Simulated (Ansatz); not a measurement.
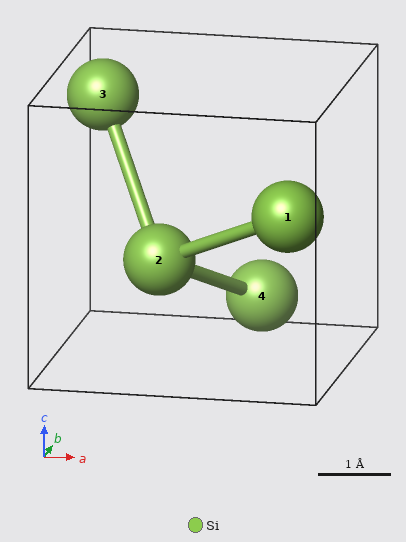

**Figure 1.** The structure as given in the input (ball-and-stick view of the cell of the calculation, seen slightly off an axis; atoms are numbered from 1 in the order of the input).

# Si: geometry relaxation

- system: Si (P4₁32, 4 atoms in the cell)
- method: DFT PBE, scalar-relativistic, plane waves, PAW, no spin polarisation (Ansatz 0.2.0)

The structure was made by a generator, so it may or may not be a known phase. Figures and captions count atoms from 1; the log counts them from 0 in places.

### Input file
```yaml
crystal:
  lattice:
    - [4.1359078944, 0.0, 0.0]
    - [0.0, 4.1359078944, 0.0]
    - [0.0, 0.0, 4.1359078944]
  atoms:
    - { symbol: Si, position: [0.875, 0.125, 0.625] }
    - { symbol: Si, position: [0.375, 0.375, 0.375] }
    - { symbol: Si, position: [0.125, 0.625, 0.875] }
    - { symbol: Si, position: [0.625, 0.875, 0.125] }
basis:
  ecutwfc: 420
kpoints:
  mp_grid: { grid: [12, 12, 12] }
hamiltonian:
  xc: pbe
scf:
  occupations: { method: gaussian, width: 0.1 }
output:
  forces: true
  stress: true
  eigenvalues: true
  write_density: true
  write_potential: true
  elf: true
  volumetric_format: npy
relax:
  adjacent_minimum: "off"
  f_tol: 0.01
  max_steps: 80
  cell: { stress_tol: 0.05 }
```

Machine: 1 thread of AMD EPYC (Zen 3), 64 GiB of memory available, shared host.

Run as:
```bash
ansatz run input.yaml --threads 1 --pin off --max-ram 2048MiB --backend cpu --events-out ev --progress --plain --runs-dir out
```

### Log
```
Engine: ansatz 0.2.0, x86_64-unknown-linux-gnu
Pseudopotentials: kind: paw
Pseudopotential: Si, paw, valence charge 4, recommended cutoff 420 eV (normal), Si.paw.azcp
Functional definition: PBE
  parameter kappa = 0.804
  parameter beta = 0.06672455060314922
  exchange = pbe_x(kappa = kappa, mu = beta*pi^2/3)
  correlation = pbe_c(beta = beta)
Crystal: 4 atoms, lattice volume = 70.748 Å³
Basis set: ecut = 420 eV, 1357 PW (Γ), exchange–correlation on 60×60×60 points (8 copies of the dense FFT grid, shifted against one another)
Bands: 12, of which v1, the nominal top of the filled ones, is band 8 counted from 1 (7 counted from 0)
Symmetry: 24 space group operations
Space group: P4132 (ITA 213), of the structure as read, at distance tolerance 4.1e-5 Å
k-points: 84 of 1728 (time reversal used)
Non-local potential: Si, projectors of the file, l = 0: 2, l = 1: 2, l = 2: 2
PAW form: soft (Blöchl's): semilocal exchange-correlation on the pseudo side does not see the compensation charge
PAW one-centre angular grid: Si, 110 points (default); XC on 64 Gauss nodes
Initial density: superposition of atomic densities (neutral atoms: chi_scale 0, normalization atom), corrected by the library's trained network
Initial wavefunctions: pseudopotential atomic-orbital guess
Functional: x = pbe(κ = 0.804, μ = 0.2195149727645171), c = pbe(β = 0.06672455060314922)
SCF iter   1: F=—  HF=-2541.442916 eV  |F-HF|=—  |Δ(HF+E_count)|=         —  Δρ=2.24e-3  dr2=2.94e-3  ethr=1.77e-3  ⟨swp⟩=5.6  Hψ=6889  notcnv=0
preconditioner: auto → none  [metal: Δε(μ)=0.082 eV  Ē_g=7.471 eV  σ=0.100 eV  W_gap=0.40  n_scr=6 (ndim 8)  ℏωp=17.7 eV  f_vac=0.000  D(μ)=0.40/eV (n_scr^D=0)  sad-step TF]
SCF iter   2: F=—  HF=-2541.443389 eV  |F-HF|=—  |Δ(HF+E_count)|=   4.73e-4  Δρ=1.25e-3  dr2=9.20e-4  ethr=1.84e-5  ⟨swp⟩=2.1  Hψ=1970  notcnv=0
SCF iter   3: F=—  HF=-2541.443469 eV  |F-HF|=—  |Δ(HF+E_count)|=   7.97e-5  Δρ=1.37e-4  dr2=1.68e-5  ethr=5.75e-6  ⟨swp⟩=2.0  Hψ=1680  notcnv=0
SCF iter   4: F=—  HF=-2541.443466 eV  |F-HF|=—  |Δ(HF+E_count)|=   3.55e-6  Δρ=1.94e-5  dr2=1.21e-7  ethr=1.05e-7  ⟨swp⟩=2.2  Hψ=1713  notcnv=0
iter 5 did not close the SCF: its close was put off for the readings that it lacked (scf_convergence_deferred on its scf_iter line)
SCF iter   5: F=-2541.443466 eV  HF=-2541.443466 eV  |F-HF|=6.66e-10  |Δ(HF+E_count)|=   1.32e-7  Δρ=1.57e-6  dr2=1.68e-9  ethr=7.58e-10  ⟨swp⟩=2.0  Hψ=1686  notcnv=0
SCF iter   6: F=-2541.443466 eV  HF=-2541.443466 eV  |F-HF|=1.02e-10  |Δ(HF+E_count)|=  3.81e-10  Δρ=5.26e-7  dr2=2.14e-10  ethr=1.05e-11  ⟨swp⟩=4.1  Hψ=5155  notcnv=0
SCF 1 converged in 6 iterations: F = -2541.443466 eV  dr2 = 2.14e-10
  greatest PAW one-centre occupation: 0.661 electrons in one spin orbital (limit 2), on the Si atom at site 3 (counted from 0), in its partial waves of l = 0
relax step   1: F+E_penalty+E_count = -2541.44346573 eV  Δ(F+E_penalty+E_count) = +0.000e0 eV  max|allowed force component| = 6.129e-17 eV/Å  Δτ_max = 0.0000 Å  P = -1.506 GPa  Ω = 70.748 Å³  (6 SCF iters, dr2 threshold 1.00e-7 eV, accepted)
Crystal: 4 atoms, lattice volume = 69.793 Å³
Initial density: handed on by an earlier stage of this run
Initial wavefunctions: those handed on with the density
iter 1 solved again at ethr=1.06e-6 eV; its pass at ethr=3.10e-3 eV (dr2=1.70e-4 eV) is discarded
SCF iter   1: F=—  HF=-2541.449386 eV  |F-HF|=—  |Δ(HF+E_count)|=         —  Δρ=4.93e-4  dr2=1.81e-4  ethr=1.06e-6  ⟨swp⟩=2.2  Hψ=7499  notcnv=0
preconditioner: auto → none  [metal: Δε(μ)=0.112 eV  Ē_g=7.531 eV  σ=0.100 eV  W_gap=0.49  n_scr=6 (ndim 8)  ℏωp=17.8 eV  f_vac=0.000  D(μ)=0.39/eV (n_scr^D=0)]
SCF iter   2: F=—  HF=-2541.449335 eV  |F-HF|=—  |Δ(HF+E_count)|=   5.18e-5  Δρ=2.22e-4  dr2=3.16e-5  ethr=1.06e-6  ⟨swp⟩=1.0  Hψ=1014  notcnv=0
SCF iter   3: F=-2541.449326 eV  HF=-2541.449326 eV  |F-HF|=5.19e-8  |Δ(HF+E_count)|=   8.52e-6  Δρ=2.09e-5  dr2=2.18e-7  ethr=2.50e-9  ⟨swp⟩=7.9  Hψ=7949  notcnv=0
SCF 2 converged in 3 iterations: F = -2541.449326 eV  dr2 = 2.18e-7
  greatest PAW one-centre occupation: 0.661 electrons in one spin orbital (limit 2), on the Si atom at site 2 (counted from 0), in its partial waves of l = 0
relax step   2: F+E_penalty+E_count = -2541.44932617 eV  Δ(F+E_penalty+E_count) = -5.860e-3 eV  max|allowed force component| = 9.368e-17 eV/Å  Δτ_max = 0.0000 Å  P = -0.406 GPa  Ω = 69.793 Å³  energy of the carried Pulay correction = +1.276e-4 eV  (3 SCF iters, dr2 threshold 4.00e-7 eV, accepted)
Crystal: 4 atoms, lattice volume = 69.448 Å³
iter 1 solved again at ethr=1.65e-7 eV; its pass at ethr=3.10e-3 eV (dr2=2.64e-5 eV) is discarded
SCF iter   1: F=—  HF=-2541.449806 eV  |F-HF|=—  |Δ(HF+E_count)|=         —  Δρ=1.97e-4  dr2=2.78e-5  ethr=1.65e-7  ⟨swp⟩=2.3  Hψ=7490  notcnv=0
preconditioner: auto → none  [insulator: Δε(μ)=0.121 eV  Ē_g=7.552 eV  σ=0.100 eV  W_gap=0.51  n_scr=6 (ndim 8)  ℏωp=17.8 eV  f_vac=0.000  D(μ)=0.39/eV (n_scr^D=0)  ε∞_Penn≈6.6]
SCF iter   2: F=—  HF=-2541.449799 eV  |F-HF|=—  |Δ(HF+E_count)|=   7.42e-6  Δρ=9.04e-5  dr2=5.08e-6  ethr=1.65e-7  ⟨swp⟩=1.0  Hψ=1008  notcnv=0
SCF iter   3: F=-2541.449798 eV  HF=-2541.449798 eV  |F-HF|=1.21e-8  |Δ(HF+E_count)|=   1.14e-6  Δρ=8.09e-6  dr2=3.09e-8  ethr=2.50e-9  ⟨swp⟩=6.3  Hψ=6625  notcnv=0
SCF 3 converged in 3 iterations: F = -2541.449798 eV  dr2 = 3.09e-8
relax step   3: F+E_penalty+E_count = -2541.44979790 eV  Δ(F+E_penalty+E_count) = -4.717e-4 eV  max|allowed force component| = 7.170e-17 eV/Å  Δτ_max = 0.0000 Å  P = +0.013 GPa  Ω = 69.448 Å³  energy of the carried Pulay correction = +1.742e-4 eV  (3 SCF iters, dr2 threshold 4.00e-7 eV, accepted)
Initial wavefunctions: pseudopotential atomic-orbital guess (no wavefunctions were taken with the density)
iter 1 solved again at ethr=1.24e-7 eV; its pass at ethr=3.10e-3 eV (dr2=1.99e-5 eV) is discarded
SCF iter   1: F=—  HF=-2541.449644 eV  |F-HF|=—  |Δ(HF+E_count)|=         —  Δρ=1.23e-5  dr2=3.59e-8  ethr=1.24e-7  ⟨swp⟩=3.0  Hψ=10039  notcnv=0
SCF iter   2: F=—  HF=-2541.449643 eV  |F-HF|=—  |Δ(HF+E_count)|=   4.60e-7  Δρ=6.29e-6  dr2=9.55e-9  ethr=2.24e-10  ⟨swp⟩=2.6  Hψ=1690  notcnv=0
SCF iter   3: F=-2541.449643 eV  HF=-2541.449643 eV  |F-HF|=2.73e-12  |Δ(HF+E_count)|=   2.97e-8  Δρ=2.12e-7  dr2=2.27e-11  ethr=1.00e-12  ⟨swp⟩=5.5  Hψ=6079  notcnv=0
SCF 4 converged in 3 iterations: F = -2541.449643 eV  dr2 = 2.27e-11
relax step   4: F+E_penalty+E_count = -2541.44964338 eV  Δ(F+E_penalty+E_count) = +1.545e-4 eV  max|allowed force component| = 6.939e-17 eV/Å  Δτ_max = 0.0000 Å  P = +0.008 GPa  Ω = 69.448 Å³  stress off target by 8.44e-3 GPa  SCF on the basis re-selected at this cell (its energy is not comparable with the rows above)  (3 SCF iters)
```

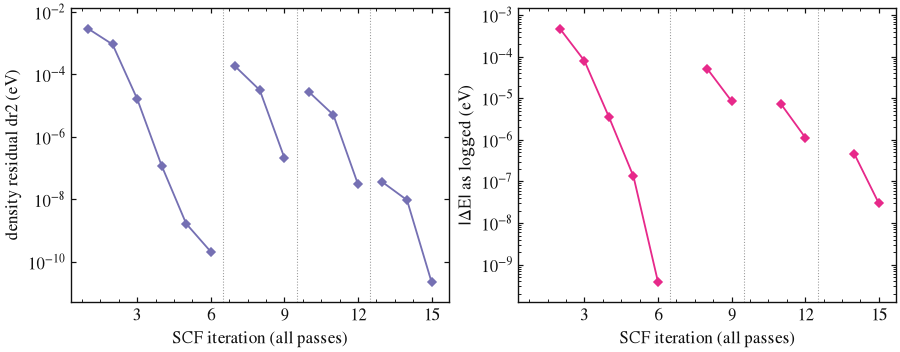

**Figure 2.** Convergence of the self-consistent field: density residual dr2 and size of the energy change against the SCF iteration. The dotted lines part the SCF passes of the relaxation: geometry steps, rejected trials and re-solves on a re-selected basis. The passes take 6, 3, 3 and 3 iterations.

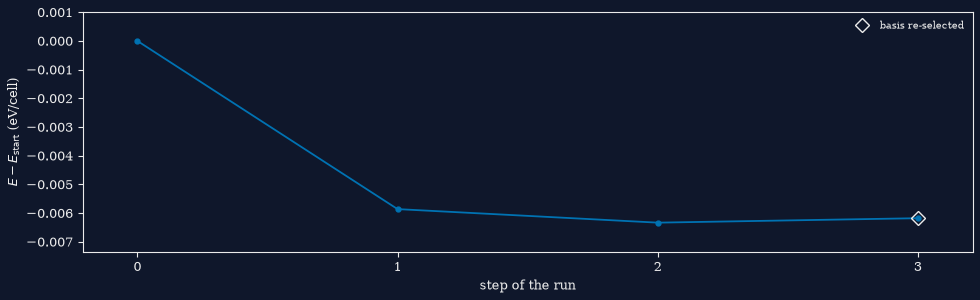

**Figure 3.** Progress of the relaxation, step by step (the first geometry is step 0 here and step 1 in the log).

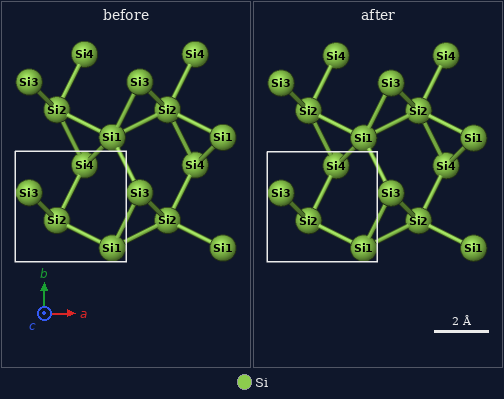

**Figure 4.** Before (left) and after (right) the relaxation, at one scale (ball-and-stick view of the cell of the calculation, repeated 2 × 2 × 1, along the c axis). No atom moves by more than 0.005 Å relative to the cell. The volume changes by −1.8 %, with a = b = c 4.136 → 4.110 Å (−0.6 %). Among the contacts that change: Si1–Si2 2.533 → 2.517 Å. The space group stays P4_132 (No. 213). Over 2 geometry steps the energy falls by 6.3 meV per cell of the calculation. All forces vanish by symmetry, so only the cell relaxes. Pressure: −1.51 GPa at the start and 0.01 GPa at the end. A last SCF at the same geometry on a re-selected plane-wave basis shifts the energy by +0.2 meV per cell of the calculation. (Atoms are counted from 1 in the order of the input.)

```
basis re-selected at this cell: Δ(F+E_penalty+E_count) = +1.545e-4 eV, ΔP = -0.004 GPa vs the last step (what re-selecting the basis moved, of the pressure what is left beyond the Pulay correction that the steps carried, after the strain that the cell walked since its last selection, with what the two solves' SCF thresholds leave and, on support functions, any second-order correction that the steps lacked; it is no measure of the basis error at this ecutwfc). This SCF's stress stands 8.44e-3 GPa from its target on what of the cell is left free (relax.cell.stress_tol is 5.00e-2 GPa) and its largest allowed force component is 6.94e-17 eV/Å (relax.f_tol is 1.00e-2 eV/Å): within both
SCF converged after 3 iterations
Free energy (F): -2541.449643 eV
Harris-Foulkes:  -2541.449643 eV  (|F-HF|=2.73e-12)
Internal energy: -2541.447669 eV  (E = F + TS)
E sigma→0 (E₀):  -2541.448656 eV
Entropy (-TS):   -0.001974 eV (-0.494 meV/atom)
Fermi energy:    8.096829 eV
--- Per-component energies (eV) ---
  E_band       = 43.392208
  E_kinetic    = 160.349416
  E_local      = -50.822172  (includes V_loc(G=0)·N_el)
  E_nonlocal   = 102.840578
  E_hartree    = 13.557463
  E_xc         = -221.250558
  E_vxc        = -187.605407  (∫ρ·V_xc dr)
  E_paw        = -2049.584272  (= ΣΔE_a)
  E_vpaw       = -8.485179  (= ΣTr[D̂ρ^β])
  E_aug_tail   = 0.000029  (compensation charges beyond the density's cutoff)
  E_ewald      = -496.538153
  E_smearing   = -0.001974  (= −TS)
  E_closure    = 0.000000  (closes the sum)
  Σ components = -2541.449643   (vs F -2541.449643, Δ=0.00e0)
--- Forces (eV/Å), atoms counted from 1 ---
  atom   1  Si     0.00000000    -0.00000000    -0.00000000
  atom   2  Si    -0.00000000     0.00000000     0.00000000
  atom   3  Si     0.00000000     0.00000000     0.00000000
  atom   4  Si     0.00000000    -0.00000000    -0.00000000
  max |Σ_I F_I| component: 4.63e-17 eV/Å
--- Stress (GPa, compression-positive) ---
        0.008443       0.000000       0.000000
        0.000000       0.008443      -0.000000
        0.000000      -0.000000       0.008443
  P = ⅓ Tr σ = 0.0084 GPa (0.084 kbar)
--- Band table (eV; the first three rows and the last of 84) ---
  k-point 0: bands = ["-4.9898", "1.7359", "1.7359", "1.7359", "5.4437", "5.4437", "5.4437", "9.4755", "9.4755", "9.4755", "10.6241", "10.6241"]
  k-point 1: bands = ["-4.9336", "0.9968", "1.7917", "2.3433", "4.9667", "5.4811", "6.1928", "8.5224", "9.0519", "10.0651", "10.2217", "10.9364"]
  k-point 2: bands = ["-4.7651", "0.1609", "1.9588", "2.8538", "4.7700", "5.5866", "6.7891", "7.9543", "8.2760", "9.5081", "9.9611", "11.4132"]
  k-point 83: bands = ["-0.1301", "-0.1301", "-0.1301", "-0.1301", "3.1940", "3.1940", "3.1940", "3.1940", "14.7029", "14.7029", "14.7029", "14.7029"]
--- Relaxed structure (3 steps of the walk, 3 accepted, 1 SCFs on fresh bases) ---
  F+E_penalty+E_count = -2541.44964338 eV   max|allowed force component| = 6.939e-17 eV/Å   (the final SCF, on the basis selected at the relaxed cell)
  cell:  # Å, volume = 69.4477 Å³
    - [4.110417142062413, -1.2839532962581572e-34, 1.7012381175420585e-33]
    - [-1.2839532962581572e-34, 4.110417142062413, 7.029644297013412e-33]
    - [1.6370404527291505e-33, 6.965446632200503e-33, 4.110417142062413]
  atoms:
    - { symbol: Si, position: [0.875, 0.125, 0.6249999999999999] }
    - { symbol: Si, position: [0.375, 0.375, 0.375] }
    - { symbol: Si, position: [0.125, 0.6249999999999999, 0.875] }
    - { symbol: Si, position: [0.6249999999999999, 0.875, 0.125] }
```

### Trajectory as extended XYZ (Å, eV, eV/Å), 4 frames, from step=1 to step=4
```
4
Lattice="4.1359 0.0000 0.0000 0.0000 4.1359 0.0000 0.0000 0.0000 4.1359" Properties=species:S:1:pos:R:3:forces:R:3 step=1 energy=-2541.44347 pressure_GPa=-1.51
Si    3.6189    0.5170    2.5849    0.0000   0.0000   0.0000
Si    1.5510    1.5510    1.5510    0.0000   0.0000   0.0000
Si    0.5170    2.5849    3.6189    0.0000   0.0000   0.0000
Si    2.5849    3.6189    0.5170    0.0000   0.0000   0.0000
4
Lattice="4.1172 0.0000 0.0000 0.0000 4.1172 0.0000 0.0000 0.0000 4.1172" Properties=species:S:1:pos:R:3:forces:R:3 step=2 energy=-2541.44933 pressure_GPa=-0.41
Si    3.6026    0.5147    2.5733    0.0000   0.0000   0.0000
Si    1.5440    1.5440    1.5440    0.0000   0.0000   0.0000
Si    0.5147    2.5733    3.6026    0.0000   0.0000   0.0000
Si    2.5733    3.6026    0.5147    0.0000   0.0000   0.0000
4
Lattice="4.1104 0.0000 0.0000 0.0000 4.1104 0.0000 0.0000 0.0000 4.1104" Properties=species:S:1:pos:R:3:forces:R:3 step=3 energy=-2541.44980 pressure_GPa=0.01
Si    3.5966    0.5138    2.5690    0.0000   0.0000   0.0000
Si    1.5414    1.5414    1.5414    0.0000   0.0000   0.0000
Si    0.5138    2.5690    3.5966    0.0000   0.0000   0.0000
Si    2.5690    3.5966    0.5138    0.0000   0.0000   0.0000
4
Lattice="4.1104 0.0000 0.0000 0.0000 4.1104 0.0000 0.0000 0.0000 4.1104" Properties=species:S:1:pos:R:3:forces:R:3 step=4 energy=-2541.44964 pressure_GPa=0.01
Si    3.5966    0.5138    2.5690    0.0000   0.0000   0.0000
Si    1.5414    1.5414    1.5414    0.0000   0.0000   0.0000
Si    0.5138    2.5690    3.5966    0.0000   0.0000   0.0000
Si    2.5690    3.5966    0.5138    0.0000   0.0000   0.0000
```

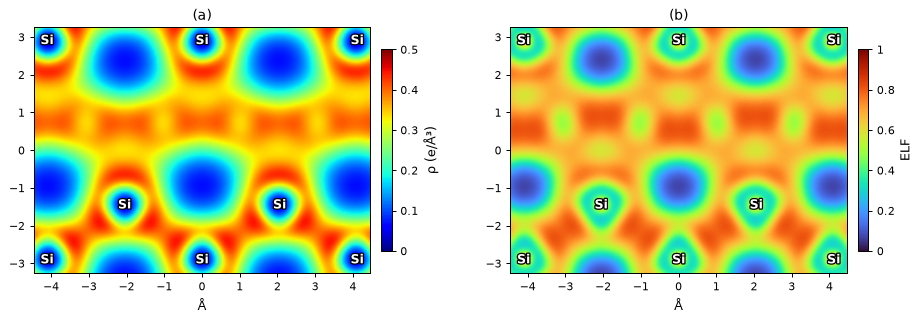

**Figure 5.** (a) valence electron density; (b) electron localisation function on the (101) plane of the conventional cell. The section cuts through Si sites. Si–Si (2.52 Å): ρ is about 0.4 e/Å³ halfway, a local maximum along the line; the ELF peaks at about 0.80 between the atoms (localised, shared-pair bonding). Away from the nuclei the density in this plane falls to 0.07 e/Å³ at its lowest. The fields are those of the smooth PAW valence density.

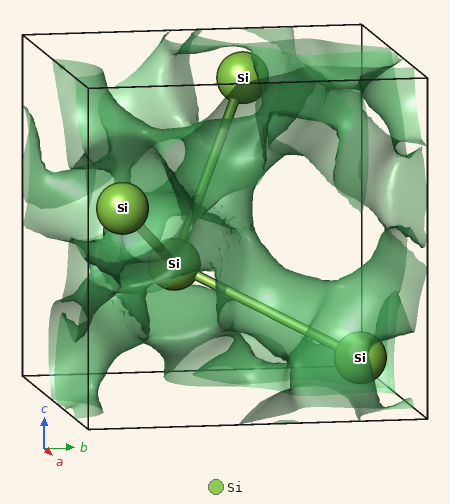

**Figure 6.** Isosurface of the electron localisation function at 0.7 (green), seen slightly off an axis. Core shells and regions of very low density are left out. Sticks mark near contacts. The outline is the cell set on symmetry axes.

### Key numbers

- outcome: converged
- space group (tolerance 0.01 Å): P4₁32 (213)
- electrons treated: 16
- free energy: −2541.4496 eV
- Fermi energy: 8.097 eV
- gap on the k-point mesh: none (metallic)
- pressure: 0.01 GPa
- final volume: 69.45 Å³
- largest force (length of the vector) at the end: under 0.001 eV/Å
- final cell: a = 4.110 Å, b = 4.110 Å, c = 4.110 Å, α = 90.00°, β = 90.00°, γ = 90.00°
- wall time: 32 s
- peak memory: 0.47 GiB
